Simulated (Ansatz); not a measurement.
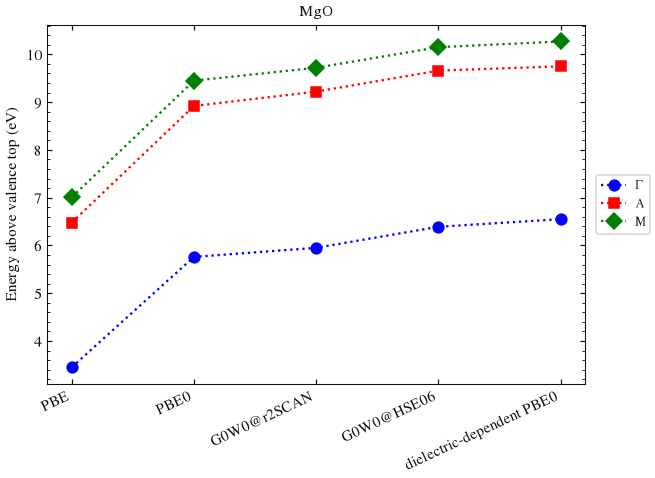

Lowest conduction level at each named k point, counted from the valence-band top at Γ, by several methods on one cell of MgO, space group P6_3/mmc (No. 194), 4 atoms in the cell, relaxed with r2SCAN; a = 3.484 Å, c = 4.185 Å (hexagonal axes). All runs are without spin-orbit coupling and carry no moments. The cell is at 4 GPa in PBE.

### How do the methods rank at Γ?

From low to high: PBE 3.45, PBE0 5.76, G0W0@r2SCAN 5.95, G0W0@HSE06 6.39, dielectric-dependent PBE0 6.55 eV.

### Do the methods agree on which of these conduction levels is lowest?

Yes: all put it at Γ.

| method | program | Γ (eV) | A (eV) | M (eV) |
| --- | --- | --- | --- | --- |
| PBE | Ansatz | 3.45 | 6.48 | 7.01 |
| PBE0 | Ansatz | 5.76 | 8.92 | 9.45 |
| G0W0@r2SCAN | Ansatz | 5.95 | 9.22 | 9.72 |
| G0W0@HSE06 | Ansatz | 6.39 | 9.66 | 10.15 |
| dielectric-dependent PBE0 | Ansatz | 6.55 | 9.75 | 10.27 |

Settings. PBE: Ansatz PAW set, 12×12×6 k mesh, 420 eV cutoff, Fermi-Dirac smearing of 0.02 eV (Ansatz 0.2.0). PBE0: Ansatz PAW set, 6×6×4 k mesh, 420 eV cutoff, fixed occupations (Ansatz 0.2.0). G0W0@r2SCAN: r2SCAN, Ansatz PAW set, 6×6×4 k mesh, 500 eV cutoff, fixed occupations (Ansatz 0.2.0), G0W0 with empty bands 165, screening cutoff 140 eV and frequency treatment contour deformation. G0W0@HSE06: HSE06, Ansatz PAW set, 6×6×4 k mesh, 420 eV cutoff, fixed occupations (Ansatz 0.2.0), G0W0 with empty bands 165, screening cutoff 140 eV and frequency treatment contour deformation. dielectric-dependent PBE0: Ansatz PAW set, 6×6×4 k mesh, 420 eV cutoff, fixed occupations (Ansatz).

These are five of the 12 methods that were run on this cell. The usual form of MgO is rocksalt. PBE0, G0W0@r2SCAN, G0W0@HSE06 and dielectric-dependent PBE0: the PAW data sets were made with another functional. LDA, GGA and most meta-GGA functionals understate gaps. The GW values are at finite bands, cutoffs and mesh, short of the basis limit.
